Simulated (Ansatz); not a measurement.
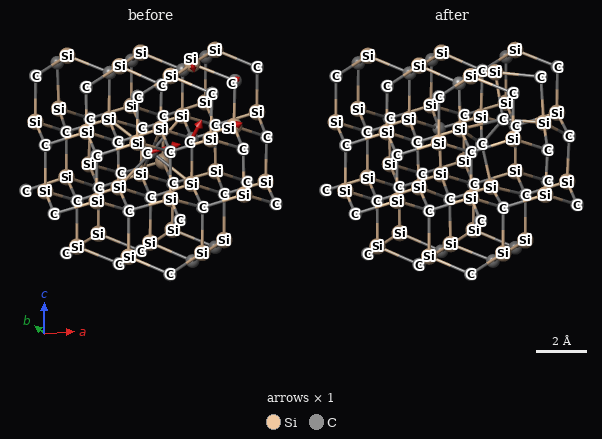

The structure of a defect cell of composition Si128C129 (cell charge −2) before (left) and after (right) a relaxation, at one scale. The red arrows give the displacements, at their true length.

Style: ball-and-stick. Shown: the atoms within 5.8 Å of the atom that moves most (axes of the cell of the calculation (origin shifted)), slightly off an axis.

Method: Ansatz 0.2.0, DFT, PBEsol, PAW, plane waves. (plane-wave cutoff 420 eV; k-point mesh 1 × 1 × 1; mesh shifted by (0.25, 0.25, 0.25); no spin polarisation; atoms relaxed in a fixed cell; force threshold 0.03 eV/Å; at most 80 steps)

Describe what moved and what it gained.

The largest move is that of a C atom, 1.31 Å roughly along [3 −2 1]. By element the largest moves are C 1.31 Å, Si 0.42 Å. The cell stays as it was. Near-neighbour distances that change, for instance: C–Si 3.086 → 1.941 Å, C–Si 1.871 → 2.888 Å, C–Si 2.195 → 3.198 Å, C–Si 2.187 → 3.148 Å. New bonds form, among them: C–C (1.86 → 1.46 Å), C–Si (3.09 → 1.94 Å). Bonds break, among them: C–Si (1.87 → 2.89 Å), C–Si (2.18 → 3.13 Å), C–Si (2.19 → 3.15 Å), C–Si (2.20 → 3.20 Å). Among the angles between lasting bonds that change: C–Si–C 56.1° → 95.6°, C–Si–C 55.4° → 94.8°, Si–C–Si 91.8° → 121.7°. The energy falls by 10.471 eV per cell of the calculation in 14 geometry steps. The largest force component goes from 2.1 to 0.018 eV/Å. The run took 66 s on 1 × NVIDIA GB300 Max-Q with 8 threads of Arm Neoverse-V2, peak memory 3 GiB.

Limits of the set-up: the cell is charged, on a uniform background, and energies carry no finite-size correction.
